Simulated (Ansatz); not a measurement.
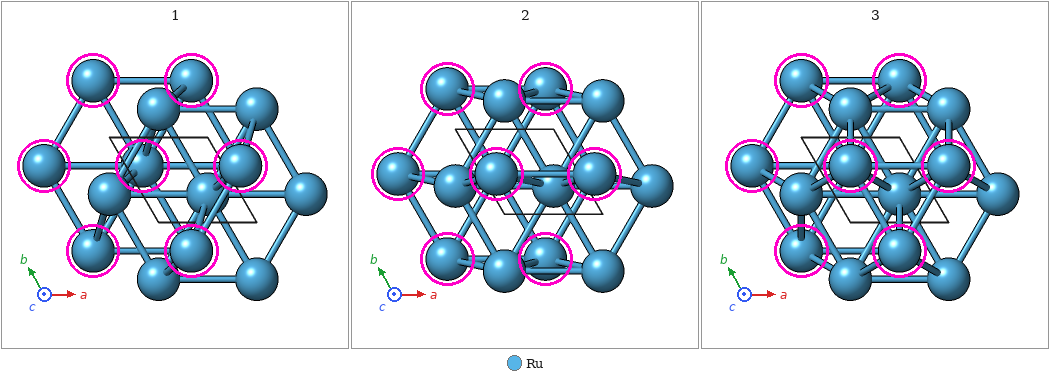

Ru (P6_3/mmc, No. 194; 2 atoms in the cell). Atom Ru1 is moved over a plane while all other atoms and the cell stay fixed (its periodic images move with it) (x along [1 0 0], y along [1 2 0], z along [0 0 1] of the conventional cell). First axis: shift of Ru1 along x. Second axis: shift of Ru1 along y. Grid: 5 × 5 points; 15 points were computed and 10 follow by symmetry. Points are written as (first, second). Energies are in eV per cell, from the lowest grid point. The reference cell is the one listed in the database, not relaxed at this level. Computed with DFT PBE, scalar-relativistic, plane waves, PAW in Ansatz 0.2.0. Settings: cutoff 420 eV, k-mesh 24×24×12 in the order of the run's cell vectors, gaussian smearing 0.15 eV, no spin polarisation.

The numbered pictures are structures from this grid. Rings mark the moved atoms.

Q: Which is the most stable, and how do the others follow?

A: 3, at (0.000 Å, 0.000 Å): 0.00 eV; 1, at (−0.450 Å, 0.000 Å): 0.66 eV; 2, at (−0.225 Å, −0.450 Å): 0.80 eV.

The map, with the structures marked:

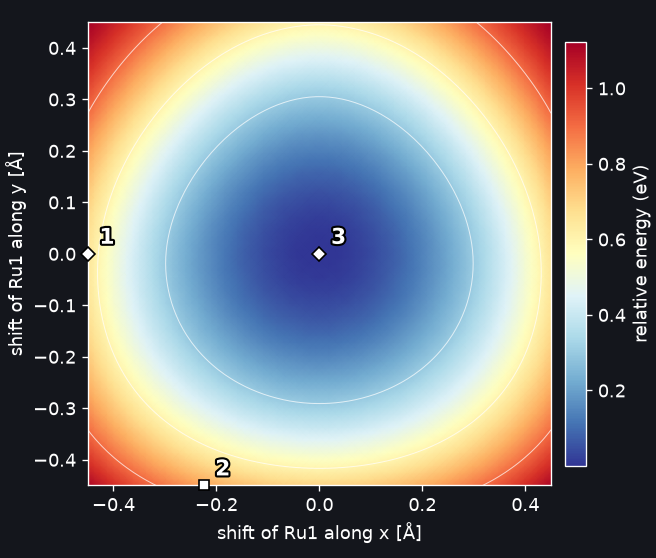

The picture shows a smooth colour map with a few white contour lines. Between grid points the surface is interpolated.
